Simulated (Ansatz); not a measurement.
## Band-structure calculation, with input and output: Al₅Cu

System: Al₅Cu (6 atoms in the cell).
Method: DFT PBE, scalar-relativistic, plane waves, PAW, no spin polarisation (Ansatz 0.2.0).

The structure was made by a generator, so it may or may not be a known phase. Figures and captions count atoms from 1; the log counts them from 0 in places.

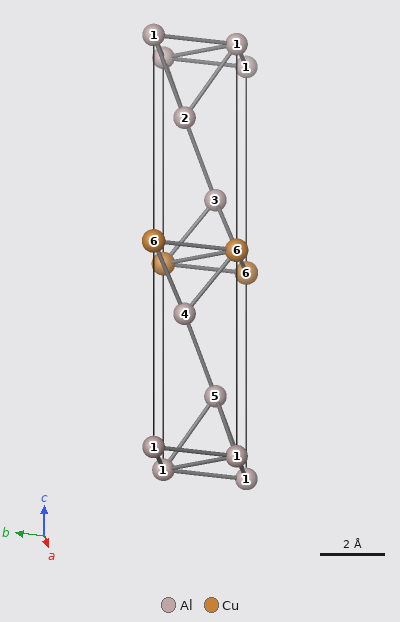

Figure 1. The input geometry (ball-and-stick view of the cell of the calculation, seen at an oblique angle; atoms are numbered from 1 in the order of the input). An atom can appear more than once, as a periodic image. Near neighbours in the periodic cell (some may lie outside the picture): Al has 12 Al at 2.84 to 2.86 Å; Al has 9 Al at 2.84 to 2.85 Å and 3 Cu at 2.60 Å; Cu has 6 Al at 2.60 Å and 6 Cu at 2.84 Å.

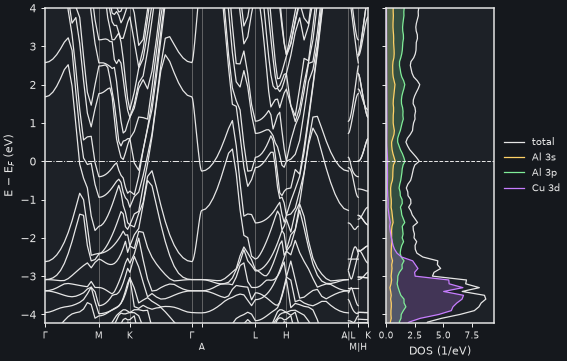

Figure 2. Band structure along Γ–M–K–Γ–A–L–H–A|L–M|H–K and density of states (projected on Löwdin-orthogonalised atomic shells), with energies from the Fermi level. Bands cross the Fermi level: a metal at this level of theory.

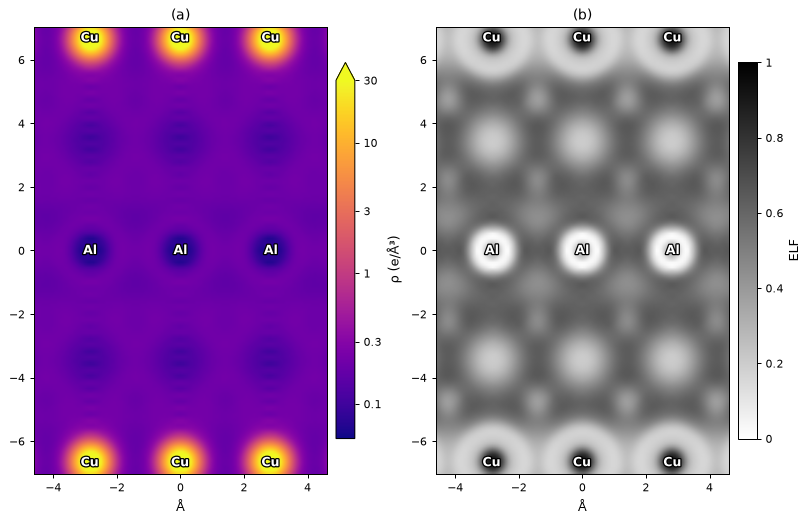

Figure 3. (a) valence electron density; (b) ELF on the (010) plane of the conventional cell. Al–Al (2.84 Å): ρ at the midpoint is about 0.21 e/Å³; the ELF is about 0.65 at the midpoint; no localised pair between them. Cu–Cu (2.84 Å): ρ is about 0.19 e/Å³ halfway; the ELF is about 0.25 at the midpoint (no localised pair between them). Away from the nuclei the density in this plane falls to 0.1 e/Å³ at its lowest. The strong features right at Cu lie inside the PAW spheres (semicore, d or f shells) and say nothing about bonding. The fields are those of the smooth PAW valence density.

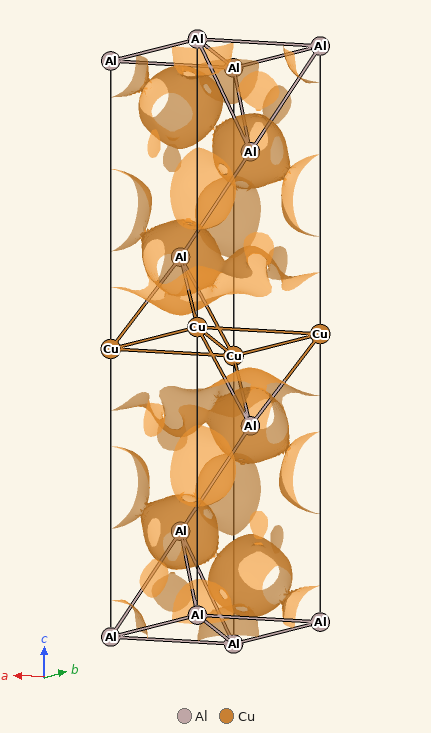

Figure 4. Isosurface of the ELF at 0.5 (orange), seen at an oblique angle. Only the valence region is drawn (cores and ρ < 0.01 e/Å³ removed). Sticks mark near contacts. The outline is the cell set on symmetry axes. Values along the shortest contacts: Al–Cu (2.60 Å): the ELF peaks at about 0.60 between the atoms. Al–Al (2.84 Å): the ELF peaks at about 0.65 between the atoms.

These pictures come from the run below.

**Input**
```yaml
crystal:
  lattice:
    - [2.8445970699, -2.89e-08, 0.0]
    - [-1.42229851, 2.4634933405, 0.0]
    - [0.0, 0.0, 13.3656923]
  atoms:
    - { symbol: Al, position: [0.0, 0.0, 0.0] }
    - { symbol: Al, position: [0.3333333333, 0.6666666667, 0.825147] }
    - { symbol: Al, position: [0.6666666667, 0.3333333333, 0.650792] }
    - { symbol: Al, position: [0.3333333333, 0.6666666667, 0.349208] }
    - { symbol: Al, position: [0.6666666667, 0.3333333333, 0.174853] }
    - { symbol: Cu, position: [0.0, 0.0, 0.5] }
basis:
  ecutwfc: 420
kpoints:
  mp_grid: { grid: [18, 18, 4] }
  band_path:
    path:
      - [[0.0, 0.0, 0.0], [0.5, 0.0, 0.0], [0.33333333, 0.33333333, 0.0], [0.0, 0.0, 0.0], [0.0, 0.0, 0.5], [0.5, 0.0, 0.5], [0.33333333, 0.33333333, 0.5], [0.0, 0.0, 0.5]]
      - [[0.5, 0.0, 0.5], [0.5, 0.0, 0.0]]
      - [[0.33333333, 0.33333333, 0.5], [0.33333333, 0.33333333, 0.0]]
    npoints: 14
hamiltonian:
  xc: pbe
scf:
  occupations: { method: gaussian, width: 0.1 }
  n_extra_bands: 15
output:
  forces: true
  stress: true
  eigenvalues: true
  populations: true
  dos: { projected: true, de: 0.02, nscf_kmesh: { grid: [22, 22, 5] } }
  bader: true
  write_density: true
  write_potential: true
  elf: true
  volumetric_format: npy
```

Launched with:
```bash
ansatz run input.yaml --threads 4 --pin off --max-ram 8192MiB --backend cpu --events-out ev --progress --plain --runs-dir out
```

**What the program printed**
```
scf.n_extra_bands = 15 over 17 filled bands (N_el = 34.0): the run solves 32 bands
Engine: ansatz 0.2.0, aarch64-unknown-linux-gnu
Pseudopotentials: kind: paw
Pseudopotential: Al, paw, valence charge 3, recommended cutoff 420 eV (normal), Al.paw.azcp
Pseudopotential: Cu, paw, valence charge 19, recommended cutoff 420 eV (normal), Cu.paw.azcp
Functional definition: PBE
  parameter kappa = 0.804
  parameter beta = 0.06672455060314922
  exchange = pbe_x(kappa = kappa, mu = beta*pi^2/3)
  correlation = pbe_c(beta = beta)
Crystal: 6 atoms, lattice volume = 93.662 Å³
Basis set: ecut = 420 eV, 1857 PW (Γ), exchange–correlation on 40×40×180 points (8 copies of the dense FFT grid, shifted against one another)
Bands: 32, of which v1, the nominal top of the filled ones, is band 17 counted from 1 (16 counted from 0)
Symmetry: 12 space group operations
Space group: P-3m1 (ITA 164), of the structure as read, at distance tolerance 4.5e-5 Å
k-points: 138 of 1296
Non-local potential: Al, projectors of the file, l = 0: 2, l = 1: 2, l = 2: 1
Non-local potential: Cu, projectors of the file, l = 0: 3, l = 1: 2, l = 2: 3, l = 3: 1
PAW form: soft (Blöchl's): semilocal exchange-correlation on the pseudo side does not see the compensation charge
PAW one-centre angular grid: Al, 110 points (default); XC on 64 Gauss nodes
PAW one-centre angular grid: Cu, 590 points (default); XC on 64 Gauss nodes
Initial density: superposition of atomic densities (neutral atoms: chi_scale 0, normalization atom), corrected by the library's trained network
Initial wavefunctions: pseudopotential atomic-orbital guess
Functional: x = pbe(κ = 0.804, μ = 0.2195149727645171), c = pbe(β = 0.06672455060314922)
SCF iter   1: F=—  HF=-9312.911282 eV  |F-HF|=—  |Δ(HF+E_count)|=         —  Δρ=2.13e-3  dr2=4.81e-2  ethr=1.77e-3  ⟨swp⟩=6.8  Hψ=24368  notcnv=0  defer=339
preconditioner: auto → none  [metal: Δε(μ)=0.007 eV  Ē_g=9.824 eV  σ=0.100 eV  W_gap=0.04  n_scr=8 (ndim 8)  ℏωp=19.6 eV  f_vac=0.000  D(μ)=2.68/eV (n_scr^D=8)  sad-step TF]
SCF iter   2: F=—  HF=-9312.911584 eV  |F-HF|=—  |Δ(HF+E_count)|=   3.02e-4  Δρ=2.86e-3  dr2=5.12e-2  ethr=1.41e-4  ⟨swp⟩=1.0  Hψ=5520  notcnv=0  defer=391
SCF iter   3: F=—  HF=-9312.910576 eV  |F-HF|=—  |Δ(HF+E_count)|=   1.01e-3  Δρ=1.52e-3  dr2=2.57e-2  ethr=1.41e-4  ⟨swp⟩=1.2  Hψ=3320  notcnv=0  defer=391
SCF iter   4: F=—  HF=-9312.909098 eV  |F-HF|=—  |Δ(HF+E_count)|=   1.48e-3  Δρ=1.10e-3  dr2=7.75e-4  ethr=7.57e-5  ⟨swp⟩=1.1  Hψ=3298  notcnv=0  defer=391
SCF iter   5: F=—  HF=-9312.909014 eV  |F-HF|=—  |Δ(HF+E_count)|=   8.42e-5  Δρ=1.45e-4  dr2=1.86e-5  ethr=2.28e-6  ⟨swp⟩=2.1  Hψ=4067  notcnv=0  defer=391
SCF iter   6: F=—  HF=-9312.909015 eV  |F-HF|=—  |Δ(HF+E_count)|=   6.01e-7  Δρ=6.73e-5  dr2=6.68e-6  ethr=5.46e-8  ⟨swp⟩=1.7  Hψ=4390  notcnv=0  defer=400
SCF iter   7: F=—  HF=-9312.909014 eV  |F-HF|=—  |Δ(HF+E_count)|=   7.71e-7  Δρ=1.88e-5  dr2=2.18e-7  ethr=1.96e-8  ⟨swp⟩=2.0  Hψ=4516  notcnv=0  defer=400
SCF iter   8: F=-9312.909014 eV  HF=-9312.909014 eV  |F-HF|=6.22e-10  |Δ(HF+E_count)|=   5.85e-9  Δρ=2.71e-6  dr2=3.23e-9  ethr=2.94e-10  ⟨swp⟩=13.4  Hψ=28401  notcnv=0
SCF 1 converged in 8 iterations: F = -9312.909014 eV  dr2 = 3.23e-9
  greatest PAW one-centre occupation: 1.000 electrons in one spin orbital (limit 2), on the Cu atom at site 5 (counted from 0), in its partial waves of l = 0
NSCF: frozen V_eff on 129 k-points
NSCF: frozen V_eff on 236 k-points
SCF converged after 8 iterations
Free energy (F): -9312.909014 eV
Harris-Foulkes:  -9312.909014 eV  (|F-HF|=6.22e-10)
Internal energy: -9312.895700 eV  (E = F + TS)
E sigma→0 (E₀):  -9312.902357 eV
Entropy (-TS):   -0.013314 eV (-2.219 meV/atom)
Fermi energy:    9.156512 eV
--- Per-component energies (eV) ---
  E_band       = -445.365632
  E_kinetic    = 414.354904
  E_local      = -11052.912632  (includes V_loc(G=0)·N_el)
  E_nonlocal   = 440.258704
  E_hartree    = 5241.417150
  E_xc         = -288.561063
  E_vxc        = -260.800087  (∫ρ·V_xc dr)
  E_paw        = -3999.016186  (= ΣΔE_a)
  E_vpaw       = -469.099288  (= ΣTr[D̂ρ^β])
  E_aug_tail   = 0.000254  (compensation charges beyond the density's cutoff)
  E_ewald      = -68.436830
  E_smearing   = -0.013314  (= −TS)
  E_closure    = 0.000000  (closes the sum)
  Σ components = -9312.909014   (vs F -9312.909014, Δ=0.00e0)
--- Forces (eV/Å), atoms counted from 1 ---
  atom   1  Al     0.00000000    -0.00000000     0.00000000
  atom   2  Al    -0.00000000    -0.00000000    -0.00004430
  atom   3  Al    -0.00000000     0.00000000     0.00153005
  atom   4  Al    -0.00000000    -0.00000000    -0.00153005
  atom   5  Al     0.00000000     0.00000000     0.00004430
  atom   6  Cu    -0.00000000    -0.00000000     0.00000000
  max |Σ_I F_I| component: 9.25e-18 eV/Å
--- Stress (GPa, compression-positive) ---
        0.034014      -0.000000       0.000000
       -0.000000       0.034014       0.000000
        0.000000       0.000000       0.008413
  P = ⅓ Tr σ = 0.0255 GPa (0.255 kbar)
--- Band table (eV; the first three rows and the last of 138) ---
  k-point 0: bands = ["-104.0836", "-61.5535", "-61.3863", "-61.3863", "-1.9178", "-1.2098", "-0.8631", "1.2490", "1.6748", "4.6371", "5.2058", "5.7733", "5.7733", "6.0667", "6.0667", "6.5350", "10.8358", "11.7309", "17.5077", "18.2994", "20.1708", "20.1708", "20.2040", "20.2040", "20.6722", "20.6722", "20.7894", "20.7894", "21.2449", "21.2449", "21.3542", "21.3542"]
  k-point 1: bands = ["-104.0836", "-61.5535", "-61.3863", "-61.3863", "-1.8763", "-1.4177", "-0.5567", "0.6981", "2.3202", "4.1228", "5.1997", "5.7733", "5.7733", "6.0667", "6.0667", "7.1151", "9.8067", "12.8606", "16.1807", "19.5858", "20.1994", "20.1994", "20.2082", "20.2082", "20.6278", "20.6278", "20.6882", "20.6882", "21.3392", "21.3392", "21.5027", "21.5027"]
  k-point 2: bands = ["-104.0836", "-61.5535", "-61.3863", "-61.3863", "-1.8075", "-1.5763", "-0.1851", "0.2268", "3.0956", "3.3399", "5.1979", "5.7733", "5.7733", "6.0667", "6.0667", "7.8721", "8.8973", "14.0886", "14.8867", "20.2061", "20.2061", "20.2483", "20.2483", "20.5248", "20.5248", "20.5789", "20.6697", "20.6697", "21.3598", "21.3598", "21.8268", "21.8268"]
  k-point 137: bands = ["-104.0816", "-61.5508", "-61.4017", "-61.4017", "4.9386", "4.9386", "5.0316", "5.2109", "5.2109", "6.0703", "6.1331", "6.1331", "6.8085", "6.8085", "6.8428", "7.6416", "7.7427", "7.7427", "8.4321", "9.1590", "9.1590", "11.0399", "11.4432", "11.4432", "11.9018", "11.9381", "11.9381", "15.5561", "15.5561", "16.0749", "16.1444", "16.9531"]
--- Löwdin populations: 6 sites ---
  site symbol       q [e]
     0     Al      2.9505
     1     Al      2.9649
     2     Al      3.2009
     3     Al      3.2009
     4     Al      2.9649
     5     Cu     18.4004
  spilling = 0.009339 (of n_electrons = 34.000000)
--- Bader charges: 6 sites ---
  site symbol  charge [e]  shift [e]
     0     Al      0.0276     0.0000
     1     Al     -0.0337     0.0000
     2     Al      0.4646     0.0008
     3     Al      0.4646     0.0008
     4     Al     -0.0337     0.0000
     5     Cu     -0.8893     0.0017
  estimated error of the sums over rays = 2.1e-4 e
```

**File bader_charges.tsv**
```
# site	symbol	x_ang	y_ang	z_ang	partial_charge_e	electrons	volume_ang3	relative_density_drop	shared_charge_e	partial_wave_shift_e
# quadrature_error_electrons = 2.1e-4
0	Al	0.0000	0.0000	0.0000	0.02764	12.97236	16.23	-	0.02764	0.00000
1	Al	0.0000	1.6423	11.0287	-0.03373	13.03373	16.52	-	-0.03373	0.00000
2	Al	1.4223	0.8212	8.6983	0.46459	12.53541	13.68	-	0.46459	0.00083
3	Al	0.0000	1.6423	4.6674	0.46460	12.53540	13.68	-	0.46460	0.00083
4	Al	1.4223	0.8212	2.3370	-0.03375	13.03375	16.52	-	-0.03375	0.00000
5	Cu	0.0000	0.0000	6.6828	-0.88934	29.88934	17.04	-	-0.88934	0.00167
```

**File populations.tsv**
```
# site	symbol	l	j	q
# orbitals = lowdin
# n_electrons = 34.000000
# spilling = 0.009339
0	Al	0_3S	-	0.915779
0	Al	1_3P	-	2.034720
1	Al	0_3S	-	0.915037
1	Al	1_3P	-	2.049867
2	Al	0_3S	-	0.960819
2	Al	1_3P	-	2.240038
3	Al	0_3S	-	0.960819
3	Al	1_3P	-	2.240038
4	Al	0_3S	-	0.915037
4	Al	1_3P	-	2.049867
5	Cu	0_3S	-	1.988421
5	Cu	0_4S	-	0.684406
5	Cu	1_3P	-	5.996473
5	Cu	2_3D	-	9.731142
```

**Key numbers**

| quantity | value |
| --- | --- |
| outcome | converged |
| space group (tolerance 0.01 Å) | P-3m1 (164) |
| electrons treated | 34 |
| free energy | −9312.9090 eV |
| Fermi energy | 9.157 eV |
| gap on the k-point mesh | none (metallic) |
| pressure | 0.03 GPa |
| largest force (length of the vector) | 0.002 eV/Å |
| hardware | 4 threads of Arm Neoverse V2, 240 GiB of memory available, shared host |
| wall time | 23 s (CPU time 88 s) |
| peak memory | 0.71 GiB |
